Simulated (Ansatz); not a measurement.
The calculation's input:

```
crystal:
  lattice:
    - [3.632061, 0.0, 0.0]
    - [0.0, 3.632061, 0.0]
    - [0.0, 0.0, 5.177]
  atoms:
    - { symbol: Zr, position: [0.5, 0.5, 0.5] }
    - { symbol: Zr, position: [0.0, 0.0, 0.0] }
    - { symbol: O, position: [0.5, 0.0, 0.797] }
    - { symbol: O, position: [0.5, 0.0, 0.297] }
    - { symbol: O, position: [0.0, 0.5, 0.703] }
    - { symbol: O, position: [0.0, 0.5, 0.203] }
hamiltonian:
  xc: pbe
  pseudopotentials: { kind: paw }
kpoints:
  mp_grid: { grid: [6, 6, 5] }
  band_path:
    path:
      - [[0.0, 0.0, 0.0], [0.0, 0.5, 0.0], [0.5, 0.5, 0.0], [0.0, 0.0, 0.0], [0.0, 0.0, 0.5], [0.0, 0.5, 0.5], [0.5, 0.5, 0.5], [0.0, 0.0, 0.5]]
      - [[0.0, 0.5, 0.0], [0.0, 0.5, 0.5]]
      - [[0.5, 0.5, 0.0], [0.5, 0.5, 0.5]]
    npoints: 14
scf:
  occupations: { method: fermi_dirac, width: 0.05 }
  n_extra_bands: 15
output:
  forces: true
  stress: true
  eigenvalues: true
  fatbands: true
  write_density: true
  write_potential: true
  elf: true
  volumetric_format: npy
```

Run with:

```sh
ansatz run input.yaml --threads 2 --pin off --max-ram 5632MiB --backend cpu --events-out ev --progress --plain --runs-dir out
```

Below, planes, directions and counts refer to the conventional cell (a = 3.63 Å, b = 3.63 Å, c = 5.18 Å, α = 90.00°, β = 90.00°, γ = 90.00°).

Space group P4₂/nmc.

The calculation used Kohn-Sham DFT of a periodic cell, PBE, Ansatz PAW (Ansatz 0.2.0).

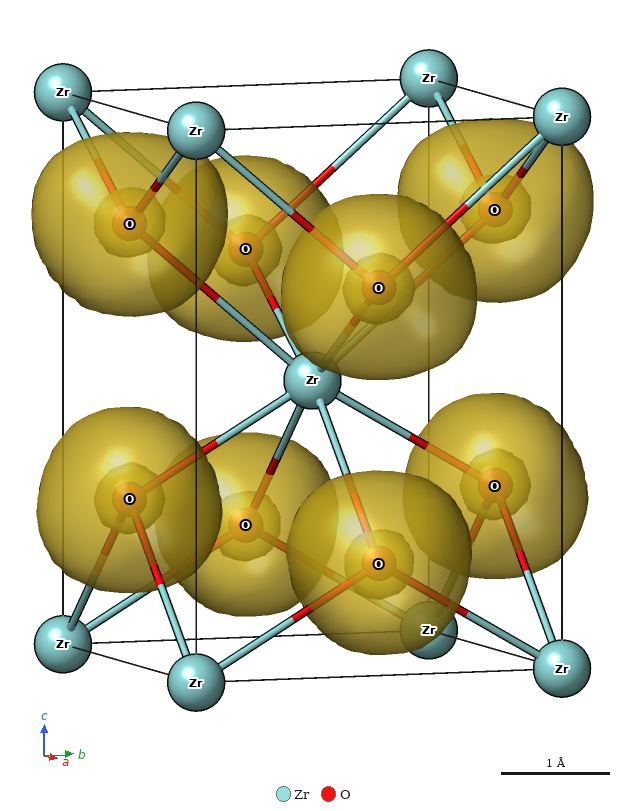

ZrO₂. Isosurface of the electron localisation function at 0.65 (yellow), seen slightly off an axis. Only the valence region is drawn (cores and ρ < 0.01 e/Å³ removed). Sticks mark near contacts.

In a PAW calculation such maps are meaningful between the atoms, not at the nuclei.

Identify the bonds, lone pairs and shells in this picture.

Answer. At this value the surface marks out four regions wrapped around O (the valence shell of each), counted in one cell of 6 atoms. Any copies at cell faces, edges or corners count once. Along the contacts the grid gives the following. Zr–O (2.10 Å): the ELF peaks at about 0.85 in the valence shell of O, 0.6 Å from its nucleus, and drops to about 0.25 between the two atoms; no shared electron pair shows on this line. Zr–O (2.38 Å): the ELF peaks at about 0.85 in the valence shell of O, 0.6 Å from its nucleus, and drops to about 0.10 between the two atoms: no shared electron pair shows on this line.

Does the calculation make it a metal, or give it a gap?

Answer. It is gapped, with a Kohn–Sham gap of 3.9 eV on the k-point mesh (the band edges may lie off the mesh, which would make the gap smaller).
